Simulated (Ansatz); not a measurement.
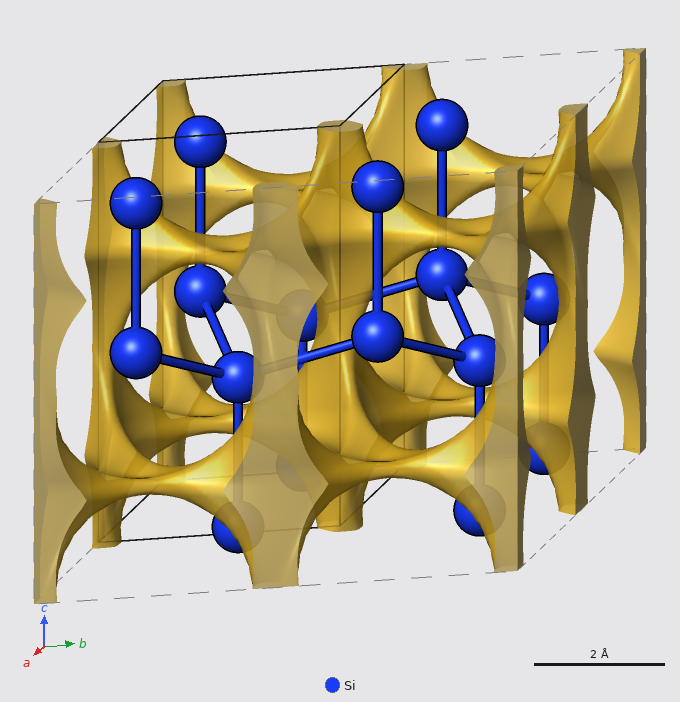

The yellow surface encloses the points that the centre of a probe sphere of radius 0.75 Å can occupy in Si (P6_3/mmc, No. 194), computed on a grid of about 0.11 Å (2×2×1 cells shown, view slightly off an axis; pale faces close the region where the box cuts it).

The atoms' radii are touching radii (half the shortest distance): Si 1.18 Å.

Origin of the cell: coordinates from a relaxation with DFT PBE, scalar-relativistic, plane waves, PAW in Ansatz 0.2.0.

```cif
data_structure
_symmetry_space_group_name_H-M 'P6_3/mmc'
_symmetry_Int_Tables_number 194
_cell_length_a 3.8513
_cell_length_b 3.8513
_cell_length_c 6.3650
_cell_angle_alpha 90.000
_cell_angle_beta 90.000
_cell_angle_gamma 120.000
_cell_volume 81.76
loop_
_atom_site_label
_atom_site_type_symbol
_atom_site_symmetry_multiplicity
_atom_site_Wyckoff_symbol
_atom_site_fract_x
_atom_site_fract_y
_atom_site_fract_z
_atom_site_occupancy
Si1 Si 4 f 0.33333 0.66667 0.06293 1
```

Question: Is the space open to the probe made of pockets or channels?

Answer: Where they connect, they form a three-dimensional network.

Question: What share of the cell can the probe's centre reach?

Answer: About 10 % of the volume (8.3 Å³ of 81.8 Å³).

Question: Give the largest included and the largest free sphere.

Answer: The largest sphere that fits anywhere has a diameter of 2.68 Å; the largest that can travel through the crystal, about 2.1 Å.

Question: How does the connectivity change as the probe shrinks?

Answer: Below a radius of about 1.04 Å the space forms one-dimensional channels along [001]. Below a radius of about 0.88 Å the space forms a three-dimensional network. These are grid estimates, good to about 0.05 Å.
